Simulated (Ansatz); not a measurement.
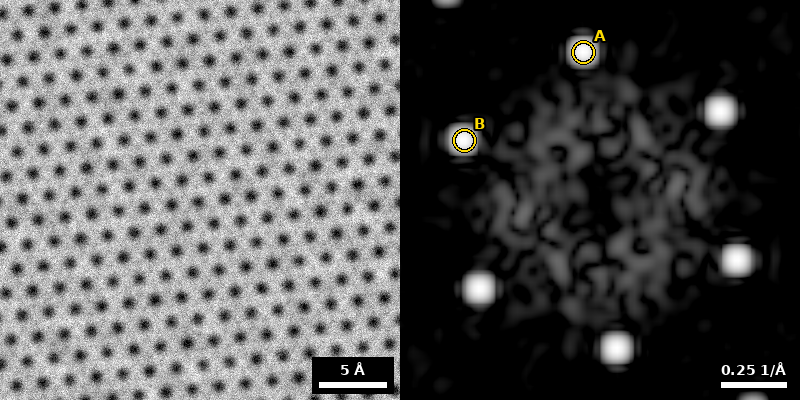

HRTEM-like image of a crystal. Simulated in the weak-phase-object approximation with neutral-atom potentials: 300 kV, Cs = 40 µm, defocus −106 Å (negative is underfocus), defocus spread 15 Å, aperture 1.15 1/Å. Shot noise and the speckle of an amorphous layer were added.

The right panel is the modulus of the image's Fourier transform on a logarithmic scale.

Q: Which lattice spacings do the marked spots stand for, and what angle do A and B enclose?

A: 1.7 Å, B: 1.7 Å; A and B enclose about 60°.

The crystal is Co (Fd-3m, No. 227) along [111]; the spots are (2 0 -2) and (0 2 -2). Structure: coordinates from a relaxation with DFT, PBE, plane waves (420 eV) with PAW, scalar-relativistic in Ansatz; the starting structure was generated, so it need not be a known form of this composition.
